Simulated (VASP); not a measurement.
## Geometry relaxation, with input and output: Zn2Ga2O3 (part 2 of 9)

Zn2Ga2O3 (7 atoms in the cell); Kohn-Sham DFT of a periodic cell, PBE, VASP PAW PBE potentials, recommended, no spin polarisation (VASP 6.6.1); cutoff 520 eV, 5×5×2 k-mesh, Gaussian smearing of 0.15 eV. The structure was made by swapping elements on the sites of another compound; it need not be a known phase. The run did not end well. The run did not end well; see the last part.

Geometry of the input (Å; fractional positions):
```
3.3126  0.0000  0.0000
-1.6563  2.8688  0.0000
0.0000  0.0000  8.0548
Zn 0.3333  0.6667  0.5688
Zn 0.6667  0.3333  0.4312
Ga 0.3333  0.6667  0.1629
Ga 0.6667  0.3333  0.8371
O  0.3333  0.6667  0.6973
O  0.6667  0.3333  0.3027
O  0.0000  0.0000  0.0000
```

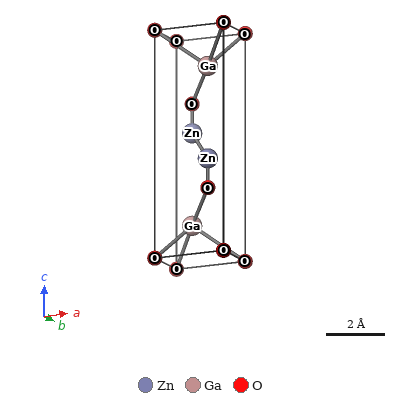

**Figure 1.** The starting structure (ball-and-stick view of the cell of the calculation, seen at an oblique angle). An atom can appear more than once, as a periodic image.

OSZICAR, continued
```
DAV:   1    -0.163432812875E+05   -0.39357E+05   -0.44331E+05  1352   0.555E+03    0.531E+02
RMM:   2    -0.103894509961E+05    0.59538E+04   -0.76023E+03  1488   0.122E+03    0.308E+02
RMM:   3    -0.895139945343E+03    0.94943E+04   -0.11138E+03  1486   0.704E+02    0.752E+01
RMM:   4     0.347064664862E+04    0.43658E+04    0.40996E+03  1490   0.710E+02    0.665E+01
RMM:   5     0.531814639197E+04    0.18475E+04    0.62982E+03  1486   0.908E+02    0.979E+01
RMM:   6     0.567100281299E+04    0.35286E+03    0.47552E+03  1488   0.789E+02    0.813E+01
RMM:   7     0.592053471943E+04    0.24953E+03    0.34463E+03  1486   0.747E+02    0.114E+02
RMM:   8     0.617890375207E+04    0.25837E+03    0.30014E+03  1486   0.755E+02    0.251E+02
RMM:   9     0.655047284881E+04    0.37157E+03    0.35110E+03  1494   0.806E+02    0.392E+02
RMM:  10     0.678821593293E+04    0.23774E+03    0.28703E+03  1486   0.785E+02    0.394E+02
RMM:  11     0.694979837998E+04    0.16158E+03    0.21577E+03  1486   0.764E+02    0.391E+02
RMM:  12     0.701658916966E+04    0.66791E+02    0.15752E+03  1490   0.762E+02    0.431E+02
RMM:  13     0.698939975774E+04   -0.27189E+02    0.92635E+02  1484   0.770E+02    0.465E+02
RMM:  14     0.729799991574E+04    0.30860E+03    0.20590E+03  1484   0.792E+02    0.368E+02
RMM:  15     0.775526363634E+04    0.45726E+03    0.29990E+03  1484   0.876E+02    0.188E+02
RMM:  16     0.788665536588E+04    0.13139E+03    0.20318E+03  1486   0.787E+02    0.151E+02
RMM:  17     0.805003155709E+04    0.16338E+03    0.20391E+03  1488   0.786E+02    0.105E+02
RMM:  18     0.818205680540E+04    0.13203E+03    0.20356E+03  1484   0.775E+02    0.982E+01
RMM:  19     0.833110116375E+04    0.14904E+03    0.21125E+03  1490   0.768E+02    0.106E+02
RMM:  20     0.846255624294E+04    0.13146E+03    0.22694E+03  1484   0.769E+02    0.114E+02
RMM:  21     0.859890912585E+04    0.13635E+03    0.22192E+03  1494   0.759E+02    0.131E+02
RMM:  22     0.876636904409E+04    0.16746E+03    0.24757E+03  1488   0.755E+02    0.143E+02
RMM:  23     0.891052756331E+04    0.14416E+03    0.27269E+03  1488   0.753E+02    0.153E+02
RMM:  24     0.910349222371E+04    0.19296E+03    0.27364E+03  1484   0.745E+02    0.172E+02
RMM:  25     0.924763136267E+04    0.14414E+03    0.27898E+03  1488   0.734E+02    0.170E+02
RMM:  26     0.943627058521E+04    0.18864E+03    0.27666E+03  1480   0.726E+02    0.182E+02
RMM:  27     0.960505795576E+04    0.16879E+03    0.25997E+03  1490   0.713E+02    0.191E+02
RMM:  28     0.977578721003E+04    0.17073E+03    0.24078E+03  1480   0.703E+02    0.202E+02
RMM:  29     0.990178320329E+04    0.12600E+03    0.21388E+03  1494   0.691E+02    0.205E+02
RMM:  30     0.100309794450E+05    0.12920E+03    0.19089E+03  1484   0.678E+02    0.212E+02
RMM:  31     0.101329822907E+05    0.10200E+03    0.15913E+03  1484   0.664E+02    0.212E+02
RMM:  32     0.102296302307E+05    0.96648E+02    0.13990E+03  1486   0.654E+02    0.218E+02
RMM:  33     0.103170498505E+05    0.87420E+02    0.13393E+03  1490   0.647E+02    0.225E+02
RMM:  34     0.103846498436E+05    0.67600E+02    0.11028E+03  1482   0.641E+02    0.230E+02
RMM:  35     0.104503499780E+05    0.65700E+02    0.99385E+02  1488   0.635E+02    0.235E+02
RMM:  36     0.104996042481E+05    0.49254E+02    0.86534E+02  1490   0.629E+02    0.240E+02
RMM:  37     0.105516544364E+05    0.52050E+02    0.82889E+02  1484   0.627E+02    0.246E+02
RMM:  38     0.105954907362E+05    0.43836E+02    0.73060E+02  1484   0.625E+02    0.251E+02
RMM:  39     0.106498797496E+05    0.54389E+02    0.82582E+02  1490   0.623E+02    0.256E+02
RMM:  40     0.106920416120E+05    0.42162E+02    0.80586E+02  1488   0.623E+02    0.263E+02
RMM:  41     0.107451688565E+05    0.53127E+02    0.80640E+02  1492   0.619E+02    0.265E+02
RMM:  42     0.108062426704E+05    0.61074E+02    0.81193E+02  1492   0.615E+02    0.270E+02
RMM:  43     0.108728346926E+05    0.66592E+02    0.86061E+02  1484   0.612E+02    0.271E+02
RMM:  44     0.109405009748E+05    0.67666E+02    0.82787E+02  1484   0.603E+02    0.270E+02
RMM:  45     0.110234284927E+05    0.82928E+02    0.88666E+02  1486   0.599E+02    0.264E+02
RMM:  46     0.111098260552E+05    0.86398E+02    0.10189E+03  1486   0.595E+02    0.255E+02
RMM:  47     0.112130933609E+05    0.10327E+03    0.10263E+03  1482   0.591E+02    0.274E+02
RMM:  48     0.112935601469E+05    0.80467E+02    0.10487E+03  1482   0.587E+02    0.283E+02
RMM:  49     0.113520010962E+05    0.58441E+02    0.91834E+02  1486   0.585E+02    0.285E+02
RMM:  50     0.114067517423E+05    0.54751E+02    0.84755E+02  1486   0.582E+02    0.288E+02
RMM:  51     0.114528394049E+05    0.46088E+02    0.79442E+02  1488   0.577E+02    0.294E+02
RMM:  52     0.118024086662E+05    0.34957E+03    0.13210E+03  1482   0.681E+02    0.378E+02
RMM:  53     0.118887728199E+05    0.86364E+02    0.11477E+03  1488   0.580E+02    0.375E+02
RMM:  54     0.119206886275E+05    0.31916E+02    0.93511E+02  1478   0.596E+02    0.428E+02
RMM:  55     0.119092939068E+05   -0.11395E+02    0.79046E+02  1488   0.610E+02    0.481E+02
RMM:  56     0.119322456818E+05    0.22952E+02    0.73907E+02  1486   0.607E+02    0.512E+02
RMM:  57     0.119225649532E+05   -0.96807E+01    0.62354E+02  1490   0.614E+02    0.585E+02
RMM:  58     0.120106777749E+05    0.88113E+02    0.59833E+02  1482   0.600E+02    0.595E+02
RMM:  59     0.120402415109E+05    0.29564E+02    0.61175E+02  1488   0.591E+02    0.614E+02
RMM:  60     0.120581306933E+05    0.17889E+02    0.64227E+02  1486   0.593E+02
   5 F= 0.12058131E+05 E0= 0.12058148E+05  d E =0.120136E+05
       N       E                     dE             d eps       ncg     rms          rms(c)
DAV:   1    -0.800057109590E+04   -0.20041E+05   -0.17998E+05  1280   0.243E+03    0.843E+02
RMM:   2    -0.397385645610E+04    0.40267E+04   -0.37051E+03  1490   0.108E+03    0.687E+02
RMM:   3     0.202903651749E+04    0.60029E+04    0.25403E+03  1470   0.939E+02    0.287E+02
RMM:   4     0.207188053159E+04    0.42844E+02   -0.95177E+02  1477   0.478E+02    0.554E+01
RMM:   5     0.377672196119E+04    0.17048E+04    0.55617E+03  1480   0.811E+02    0.291E+02
RMM:   6     0.415137116495E+04    0.37465E+03    0.42016E+03  1480   0.724E+02    0.144E+02
RMM:   7     0.433516710229E+04    0.18380E+03    0.27919E+03  1482   0.630E+02    0.138E+02
RMM:   8     0.449502847032E+04    0.15986E+03    0.24938E+03  1482   0.576E+02    0.323E+01
RMM:   9     0.493809349462E+04    0.44307E+03    0.29046E+03  1482   0.632E+02    0.377E+01
RMM:  10     0.514700231536E+04    0.20891E+03    0.29930E+03  1484   0.628E+02    0.553E+01
RMM:  11     0.535137649732E+04    0.20437E+03    0.27413E+03  1482   0.608E+02    0.604E+01
RMM:  12     0.552304806490E+04    0.17167E+03    0.23471E+03  1488   0.603E+02    0.662E+01
RMM:  13     0.564366795968E+04    0.12062E+03    0.15230E+03  1484   0.596E+02    0.696E+01
RMM:  14     0.574292602073E+04    0.99258E+02    0.11815E+03  1480   0.599E+02    0.700E+01
RMM:  15     0.579521918138E+04    0.52293E+02    0.79634E+02  1482   0.593E+02    0.706E+01
RMM:  16     0.582687440954E+04    0.31655E+02    0.54726E+02  1484   0.593E+02    0.714E+01
RMM:  17     0.587753551621E+04    0.50661E+02    0.50266E+02  1484   0.598E+02    0.715E+01
RMM:  18     0.590336129613E+04    0.25826E+02    0.34086E+02  1482   0.598E+02    0.723E+01
RMM:  19     0.593228200050E+04    0.28921E+02    0.28579E+02  1482   0.598E+02    0.717E+01
RMM:  20     0.595888248176E+04    0.26600E+02    0.32599E+02  1480   0.597E+02    0.709E+01
RMM:  21     0.598739171138E+04    0.28509E+02    0.30282E+02  1480   0.597E+02    0.695E+01
RMM:  22     0.601941617615E+04    0.32024E+02    0.25444E+02  1484   0.600E+02    0.681E+01
RMM:  23     0.602648432722E+04    0.70682E+01    0.13309E+02  1480   0.601E+02    0.670E+01
RMM:  24     0.603938789454E+04    0.12904E+02    0.14852E+02  1480   0.600E+02    0.668E+01
RMM:  25     0.606178667762E+04    0.22399E+02    0.21586E+02  1480   0.600E+02    0.674E+01
RMM:  26     0.609685372037E+04    0.35067E+02    0.35017E+02  1480   0.602E+02    0.677E+01
RMM:  27     0.614061736871E+04    0.43764E+02    0.33344E+02  1486   0.603E+02    0.666E+01
RMM:  28     0.622148186439E+04    0.80864E+02    0.39601E+02  1480   0.606E+02    0.624E+01
RMM:  29     0.631073750788E+04    0.89256E+02    0.45637E+02  1480   0.613E+02    0.586E+01
RMM:  30     0.647497356326E+04    0.16424E+03    0.83342E+02  1478   0.625E+02    0.530E+01
RMM:  31     0.662622239873E+04    0.15125E+03    0.94485E+02  1480   0.641E+02    0.481E+01
RMM:  32     0.680472102696E+04    0.17850E+03    0.11875E+03  1484   0.661E+02    0.445E+01
RMM:  33     0.685045499542E+04    0.45734E+02    0.79659E+02  1486   0.663E+02    0.468E+01
RMM:  34     0.690779465508E+04    0.57340E+02    0.79606E+02  1480   0.664E+02    0.472E+01
RMM:  35     0.696753875854E+04    0.59744E+02    0.90391E+02  1480   0.666E+02    0.475E+01
RMM:  36     0.700417263054E+04    0.36634E+02    0.82039E+02  1482   0.671E+02    0.488E+01
RMM:  37     0.704216641674E+04    0.37994E+02    0.76628E+02  1484   0.668E+02    0.497E+01
RMM:  38     0.707741258216E+04    0.35246E+02    0.92119E+02  1484   0.669E+02    0.517E+01
RMM:  39     0.713300539626E+04    0.55593E+02    0.12436E+03  1482   0.672E+02    0.521E+01
RMM:  40     0.716367084426E+04    0.30665E+02    0.80437E+02  1482   0.671E+02    0.533E+01
RMM:  41     0.718105914979E+04    0.17388E+02    0.79467E+02  1482   0.666E+02    0.555E+01
RMM:  42     0.722125071912E+04    0.40192E+02    0.86588E+02  1480   0.668E+02    0.574E+01
RMM:  43     0.724850406569E+04    0.27253E+02    0.91255E+02  1488   0.669E+02    0.580E+01
RMM:  44     0.728057348184E+04    0.32069E+02    0.83307E+02  1480   0.666E+02    0.586E+01
RMM:  45     0.731127381395E+04    0.30700E+02    0.88177E+02  1480   0.669E+02    0.573E+01
RMM:  46     0.734872615330E+04    0.37452E+02    0.79447E+02  1482   0.667E+02    0.576E+01
RMM:  47     0.744741817227E+04    0.98692E+02    0.13584E+03  1480   0.674E+02    0.539E+01
RMM:  48     0.751668691910E+04    0.69269E+02    0.11939E+03  1482   0.675E+02    0.540E+01
RMM:  49     0.756270791196E+04    0.46021E+02    0.13075E+03  1482   0.679E+02    0.542E+01
RMM:  50     0.761562120683E+04    0.52913E+02    0.10843E+03  1480   0.674E+02    0.547E+01
RMM:  51     0.765809661364E+04    0.42475E+02    0.13569E+03  1482   0.679E+02    0.547E+01
RMM:  52     0.779984070889E+04    0.14174E+03    0.16947E+03  1480   0.680E+02    0.527E+01
RMM:  53     0.787464466896E+04    0.74804E+02    0.16666E+03  1484   0.683E+02    0.517E+01
RMM:  54     0.793450741789E+04    0.59863E+02    0.15495E+03  1480   0.683E+02    0.524E+01
RMM:  55     0.796604984051E+04    0.31542E+02    0.15386E+03  1482   0.677E+02    0.519E+01
RMM:  56     0.803462222570E+04    0.68572E+02    0.15900E+03  1474   0.677E+02    0.516E+01
RMM:  57     0.828748004354E+04    0.25286E+03    0.25628E+03  1482   0.683E+02    0.484E+01
RMM:  58     0.839633201951E+04    0.10885E+03    0.20625E+03  1480   0.683E+02    0.475E+01
RMM:  59     0.842341025275E+04    0.27078E+02    0.16607E+03  1480   0.667E+02    0.483E+01
RMM:  60     0.850333624218E+04    0.79926E+02    0.17522E+03  1478   0.661E+02
   6 F= 0.85033362E+04 E0= 0.85033435E+04  d E =0.845884E+04
       N       E                     dE             d eps       ncg     rms          rms(c)
DAV:   1    -0.704343148844E+04   -0.15467E+05   -0.15029E+05  1344   0.817E+02    0.129E+02
RMM:   2    -0.440533635971E+04    0.26381E+04   -0.35351E+03  1468   0.579E+02    0.939E+01
RMM:   3     0.248855877699E+04    0.68939E+04    0.12919E+03  1480   0.571E+02    0.301E+02
RMM:   4     0.308578994118E+04    0.59723E+03    0.21990E+03  1482   0.577E+02    0.291E+02
RMM:   5     0.390748020326E+04    0.82169E+03    0.23675E+03  1482   0.597E+02    0.807E+01
RMM:   6     0.397444215887E+04    0.66962E+02    0.11466E+03  1482   0.533E+02    0.185E+02
RMM:   7     0.401628079944E+04    0.41839E+02    0.65358E+02  1480   0.521E+02    0.193E+02
RMM:   8     0.403024620972E+04    0.13965E+02    0.46290E+02  1482   0.518E+02    0.196E+02
RMM:   9     0.403966472905E+04    0.94185E+01    0.32736E+02  1484   0.519E+02    0.204E+02
RMM:  10     0.407011115099E+04    0.30446E+02    0.37993E+02  1482   0.524E+02    0.202E+02
RMM:  11     0.414737526019E+04    0.77264E+02    0.89599E+02  1482   0.546E+02    0.151E+02
RMM:  12     0.421268843340E+04    0.65313E+02    0.83934E+02  1484   0.562E+02    0.111E+02
RMM:  13     0.424537853798E+04    0.32690E+02    0.52050E+02  1482   0.560E+02    0.114E+02
RMM:  14     0.426135525399E+04    0.15977E+02    0.28163E+02  1484   0.558E+02    0.115E+02
RMM:  15     0.426251598854E+04    0.11607E+01    0.34161E+01  1488   0.558E+02    0.122E+02
RMM:  16     0.427649499712E+04    0.13979E+02    0.12182E+02  1482   0.559E+02    0.114E+02
RMM:  17     0.430260080201E+04    0.26106E+02    0.32694E+02  1484   0.567E+02    0.878E+01
RMM:  18     0.430884455111E+04    0.62437E+01    0.81056E+01  1484   0.567E+02    0.976E+01
RMM:  19     0.430831757333E+04   -0.52698E+00   -0.10909E+01  1482   0.567E+02    0.101E+02
RMM:  20     0.431122283501E+04    0.29053E+01    0.24500E+01  1482   0.566E+02    0.972E+01
RMM:  21     0.430677856570E+04   -0.44443E+01   -0.65193E+01  1480   0.564E+02    0.101E+02
RMM:  22     0.429819962412E+04   -0.85789E+01   -0.10176E+02  1480   0.561E+02    0.102E+02
RMM:  23     0.429280670919E+04   -0.53929E+01   -0.71806E+01  1480   0.559E+02    0.104E+02
RMM:  24     0.429051199203E+04   -0.22947E+01   -0.27034E+01  1480   0.559E+02    0.101E+02
RMM:  25     0.428575826615E+04   -0.47537E+01   -0.69059E+01  1480   0.556E+02    0.103E+02
RMM:  26     0.428014565062E+04   -0.56126E+01   -0.74021E+01  1480   0.553E+02    0.105E+02
RMM:  27     0.428052814629E+04    0.38250E+00   -0.40296E+00  1480   0.552E+02    0.102E+02
RMM:  28     0.428273660996E+04    0.22085E+01    0.15579E+01  1480   0.552E+02    0.101E+02
RMM:  29     0.428435097557E+04    0.16144E+01    0.15794E+01  1482   0.552E+02    0.976E+01
RMM:  30     0.428730776500E+04    0.29568E+01    0.19767E+01  1482   0.551E+02    0.934E+01
RMM:  31     0.429156306122E+04    0.42553E+01    0.32106E+01  1482   0.551E+02    0.887E+01
RMM:  32     0.429744190935E+04    0.58788E+01    0.47284E+01  1482   0.551E+02    0.831E+01
RMM:  33     0.430469551547E+04    0.72536E+01    0.60614E+01  1482   0.552E+02    0.780E+01
RMM:  34     0.431130011719E+04    0.66046E+01    0.55403E+01  1482   0.552E+02    0.740E+01
RMM:  35     0.431867876389E+04    0.73786E+01    0.62257E+01  1482   0.554E+02    0.704E+01
RMM:  36     0.432607653742E+04    0.73978E+01    0.60060E+01  1482   0.557E+02    0.682E+01
RMM:  37     0.433610234599E+04    0.10026E+02    0.81307E+01  1482   0.559E+02    0.676E+01
RMM:  38     0.434573725456E+04    0.96349E+01    0.70141E+01  1482   0.563E+02    0.692E+01
RMM:  39     0.435298948408E+04    0.72522E+01    0.43700E+01  1482   0.561E+02    0.723E+01
RMM:  40     0.436169315770E+04    0.87037E+01    0.63859E+01  1482   0.559E+02    0.764E+01
RMM:  41     0.436868953362E+04    0.69964E+01    0.45179E+01  1482   0.559E+02    0.809E+01
RMM:  42     0.437494221419E+04    0.62527E+01    0.42110E+01  1482   0.559E+02    0.860E+01
RMM:  43     0.438179739358E+04    0.68552E+01    0.44389E+01  1482   0.560E+02    0.921E+01
RMM:  44     0.438813461180E+04    0.63372E+01    0.31240E+01  1482   0.559E+02    0.970E+01
RMM:  45     0.439383776882E+04    0.57032E+01    0.25677E+01  1482   0.556E+02    0.101E+02
RMM:  46     0.439885283620E+04    0.50151E+01    0.24236E+01  1482   0.551E+02    0.106E+02
RMM:  47     0.440199470542E+04    0.31419E+01    0.36463E+00  1482   0.549E+02    0.111E+02
RMM:  48     0.440513671467E+04    0.31420E+01    0.76557E+00  1482   0.546E+02    0.116E+02
RMM:  49     0.440702578858E+04    0.18891E+01   -0.47231E+00  1482   0.544E+02    0.121E+02
RMM:  50     0.440915151104E+04    0.21257E+01    0.67629E-01  1482   0.541E+02    0.125E+02
RMM:  51     0.440933852599E+04    0.18701E+00   -0.17399E+01  1482   0.538E+02    0.129E+02
RMM:  52     0.430649480344E+04   -0.10284E+03   -0.11342E+03  1482   0.585E+02    0.115E+02
RMM:  53     0.429862358205E+04   -0.78712E+01   -0.12992E+02  1482   0.541E+02    0.109E+02
RMM:  54     0.427630485559E+04   -0.22319E+02   -0.12486E+02  1482   0.537E+02    0.113E+02
RMM:  55     0.422029097052E+04   -0.56014E+02   -0.14250E+02  1482   0.545E+02    0.119E+02
RMM:  56     0.415896053697E+04   -0.61330E+02   -0.16017E+02  1482   0.545E+02    0.118E+02
RMM:  57     0.412184383125E+04   -0.37117E+02   -0.21859E+02  1482   0.538E+02    0.115E+02
RMM:  58     0.410757502277E+04   -0.14269E+02   -0.18218E+02  1482   0.536E+02    0.123E+02
RMM:  59     0.409607672877E+04   -0.11498E+02   -0.15798E+02  1482   0.536E+02    0.125E+02
RMM:  60     0.408817923234E+04   -0.78975E+01   -0.12615E+02  1482   0.537E+02
   7 F= 0.40881792E+04 E0= 0.40881824E+04  d E =0.404368E+04
       N       E                     dE             d eps       ncg     rms          rms(c)
DAV:   1    -0.785863623235E+04   -0.11955E+05   -0.11743E+05  1432   0.702E+02    0.299E+02
RMM:   2    -0.377978459516E+04    0.40789E+04   -0.23873E+03  1480   0.952E+02    0.128E+02
RMM:   3     0.467895674192E+03    0.42477E+04   -0.30199E+03  1427   0.766E+02    0.591E+01
RMM:   4     0.371653503463E+04    0.32486E+04    0.31536E+03  1410   0.128E+03    0.126E+02
RMM:   5     0.354726281924E+04   -0.16927E+03    0.19849E+03  1484   0.627E+02    0.394E+01
RMM:   6     0.438257444115E+04    0.83531E+03    0.32487E+03  1482   0.730E+02    0.490E+01
RMM:   7     0.477601369023E+04    0.39344E+03    0.36615E+03  1484   0.757E+02    0.242E+01
RMM:   8     0.487155160154E+04    0.95538E+02    0.25302E+03  1480   0.655E+02    0.372E+01
RMM:   9     0.504887082654E+04    0.17732E+03    0.17409E+03  1484   0.607E+02    0.372E+01
RMM:  10     0.526892530417E+04    0.22005E+03    0.19019E+03  1484   0.615E+02    0.333E+01
RMM:  11     0.546473310243E+04    0.19581E+03    0.21179E+03  1486   0.623E+02    0.276E+01
RMM:  12     0.555744927682E+04    0.92716E+02    0.18348E+03  1482   0.605E+02    0.333E+01
RMM:  13     0.566385026531E+04    0.10640E+03    0.14395E+03  1488   0.582E+02    0.365E+01
RMM:  14     0.577312748184E+04    0.10928E+03    0.14443E+03  1484   0.577E+02    0.368E+01
RMM:  15     0.584999462998E+04    0.76867E+02    0.12249E+03  1486   0.571E+02    0.382E+01
RMM:  16     0.589606253389E+04    0.46068E+02    0.77375E+02  1482   0.555E+02    0.400E+01
RMM:  17     0.594257636940E+04    0.46514E+02    0.67747E+02  1486   0.552E+02    0.417E+01
RMM:  18     0.596978588495E+04    0.27210E+02    0.52723E+02  1486   0.544E+02    0.427E+01
RMM:  19     0.599144546348E+04    0.21660E+02    0.53612E+02  1486   0.545E+02    0.440E+01
RMM:  20     0.600733580065E+04    0.15890E+02    0.46759E+02  1484   0.541E+02    0.457E+01
RMM:  21     0.601640229292E+04    0.90665E+01    0.46923E+02  1484   0.538E+02    0.476E+01
RMM:  22     0.602122349369E+04    0.48212E+01    0.32087E+02  1484   0.530E+02    0.495E+01
RMM:  23     0.601335391930E+04   -0.78696E+01    0.22270E+02  1484   0.524E+02    0.521E+01
RMM:  24     0.600714314850E+04   -0.62108E+01    0.14102E+02  1486   0.518E+02    0.546E+01
RMM:  25     0.600522714258E+04   -0.19160E+01    0.12350E+02  1486   0.514E+02    0.555E+01
RMM:  26     0.600165836218E+04   -0.35688E+01    0.99267E+01  1486   0.513E+02    0.561E+01
RMM:  27     0.600803102642E+04    0.63727E+01    0.16160E+02  1486   0.509E+02    0.555E+01
RMM:  28     0.600720056600E+04   -0.83046E+00    0.96647E+01  1486   0.507E+02    0.566E+01
RMM:  29     0.599328045299E+04   -0.13920E+02    0.41579E+01  1488   0.503E+02    0.588E+01
```
